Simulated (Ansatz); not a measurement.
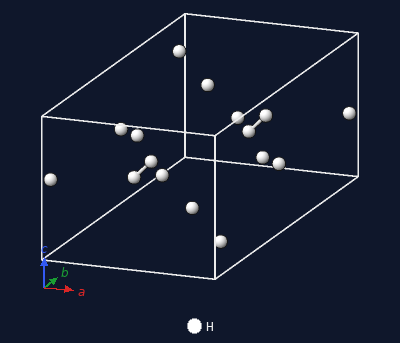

H, space group Pnma (No. 62), a = 5.431 Å, b = 11.372 Å, c = 4.365 Å, α = 90.00°, β = 90.00°, γ = 90.00°

```json
{"site": "H1", "Wyckoff": "4c", "x": "0.5755", "y": "0.7500", "z": "0.4364"}
{"site": "H2", "Wyckoff": "4c", "x": "0.6738", "y": "0.7500", "z": "0.5599"}
{"site": "H3", "Wyckoff": "8d", "x": "0.4522", "y": "0.9960", "z": "0.0625"}
```

Source: coordinates from a relaxation with DFT PBEsol, scalar-relativistic, plane waves, PAW (Ansatz).

Question: How is the cell volume shared among the sites in a plain Voronoi partition?

Answer:
```tsv
site	faces above 1 % of the sphere	volume (Å³)	solid angle by neighbour (%)
H1	16	17.51	H 100
H2	10	16.18	H 100
H3	13	16.85	H 100
```

Weighted by multiplicity the volumes add up to the cell volume, 269.6 Å³.

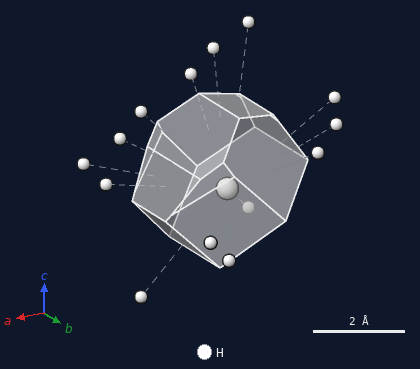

The computed Voronoi cell of H2, with the neighbours that bound it.
